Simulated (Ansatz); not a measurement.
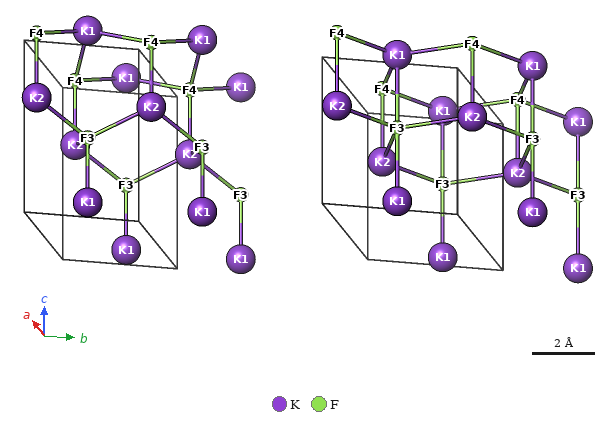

Two geometries of a crystal of KF (built on the wurtzite type), drawn at one scale. One is the start of a relaxation, the other its converged end. The picture is a ball-and-stick view of the cell of the calculation, repeated 2 × 2 × 1 with one cell outlined, seen from a free direction.

These are results of Ansatz 0.2.0, DFT, PBEsol, plane waves, PAW, not measurements. Set-up: plane-wave cutoff 420 eV; k-point mesh 6 × 6 × 4; occupations fermi dirac; smearing width 0.03 eV; no spin polarisation; cell and atoms relaxed; force threshold 0.01 eV/Å; at most 120 steps.

**Which geometry has the lower energy?**

The right one is the relaxed one. Over 16 accepted moves (20 points after the start) the energy falls by 209 meV per atom. Largest force component: 0.036 eV/Å at the start, under 0.0001 eV/Å at the end. Pressure: 11.37 GPa at the start and 0.01 GPa at the end. The SCF was repeated 4 times at an unchanged geometry on a basis and grid sized afresh for the cell, which shifted the energy by 28.6 meV per atom at most. The largest moves relative to the cell, 0.33 Å, are those of K1, K2, F3 and F4. F4 goes along +c. Largest moves by element: F 0.33 Å, K 0.33 Å. Cell: a = b 3.781 → 4.465 Å (+18.1 %), c 6.175 → 5.261 Å (−14.8 %). Volume +18.8 %. Near-neighbour distances that change, for instance: K1–F3 3.859 → 2.631 Å, K1–F3 (another image) 2.316 → 2.631 Å, K1–F4 2.316 → 2.578 Å. New bonds form: K1–F3 (3.86 → 2.63 Å), K2–F4 (3.86 → 2.63 Å). Bond angles that change, for instance: F3–K1–F4 109.5° → 90.0°, K1–F3–K2 109.5° → 90.0°, F4–K1–F4 109.5° → 120.0°. The space group (tolerance 0.01 Å) goes from P6_3mc (No. 186) to P6_3/mmc (No. 194).
